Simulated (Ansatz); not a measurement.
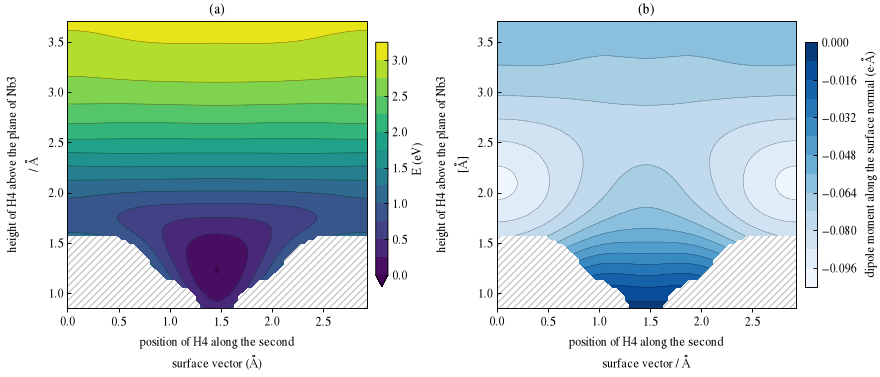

H on a Nb(100) slab cut from the Fm-3m phase, its upper half relaxed before the scan (3 atoms of substrate and one adsorbate in a 1 × 1 cell). H is moved along a line over the surface and along the normal, above a rigid substrate. Coordinates scanned: (1) position of H4 along the second surface vector, from above Nb3; (2) height of H4 above the plane of Nb3. The scan uses a 6 × 7 grid; 23 points were computed and 11 follow by symmetry. At 8 points there is no value (left out of the scan, as a rule where atoms come close). Points are written as (first, second). Energies: eV, counted from the lowest grid point. All numbers below come from DFT LDA, scalar-relativistic, plane waves, PAW in Ansatz 0.2.0. Settings: cutoff 420 eV, k-mesh 9×9×1, gaussian smearing 0.1 eV, spin-polarised.

Panel (a) is the energy; panel (b) is the computed dipole moment along the surface normal, in e·Å.

In the figure: filled contours, hatched blanks where no value was computed. Between grid points the surface is interpolated.

### How does the dipole moment along the surface normal vary over the map, and what is it at the lowest grid point?

Leaving out the highest fifth of the energies, it runs from −0.10 e·Å at (0.00 Å, 2.11 Å) [nearest 1 Nb at 2.11 Å] to −0.01 e·Å at (1.46 Å, 0.85 Å) [nearest 2 Nb at 1.69 Å]. At the lowest grid point, (1.46 Å, 1.27 Å) [nearest 2 Nb at 1.94 Å], it is −0.03 e·Å.

```
second ↓, first →   0.00   0.49   0.98   1.46   1.95   2.44
             3.71  −0.06  −0.06  −0.06  −0.06  −0.06  −0.06
             3.01  −0.07  −0.07  −0.07  −0.07  −0.07  −0.07
             2.51  −0.09  −0.08  −0.08  −0.07  −0.08  −0.08
             2.11  −0.10  −0.09  −0.08  −0.07  −0.08  −0.09
             1.69  −0.09  −0.08  −0.06  −0.06  −0.06  −0.08
             1.27      –      –  −0.03  −0.03  −0.03      –
             0.85      –      –      –  −0.01      –      –
```
